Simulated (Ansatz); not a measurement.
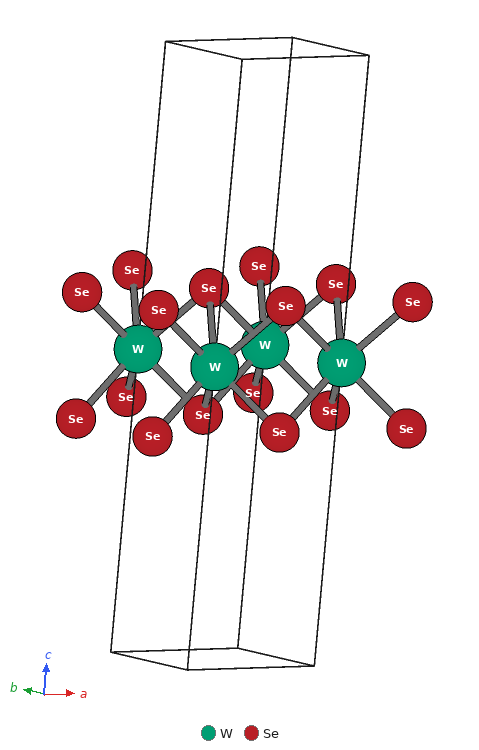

Ball-and-stick drawing of the structure, looking from the side at a slight tilt. The wireframe shows the simulation cell. The first bonded neighbours in the surrounding cells are also shown.

WSe2, a = 3.40 Å, b = 3.29 Å, c = 16.37 Å, α = 92.13°, β = 84.80°, γ = 118.05°.

The calculation used Ansatz 0.2.0, DFT r2SCAN, scalar-relativistic, plane waves, PAW, with wavefunction cutoff 500 eV, a 12×12×2 k-point grid, Gaussian smearing of 0.05 eV, no spin polarisation.

Question: What is the electronic character?

Answer: A semiconductor at this level, with a gap of 1.49 eV on the k-mesh (the true edges may lie between mesh points, so the gap can be somewhat smaller).

The model was built from a structure listed in the Materials Project. The cell was then strained or its atoms displaced on purpose. An electronic-structure calculation with Ansatz was run on it.

At this level of theory the run's own cell isn't at rest (forces up to 1.7 eV/Å), so its distances can differ from those at equilibrium, the more so the softer the solid.
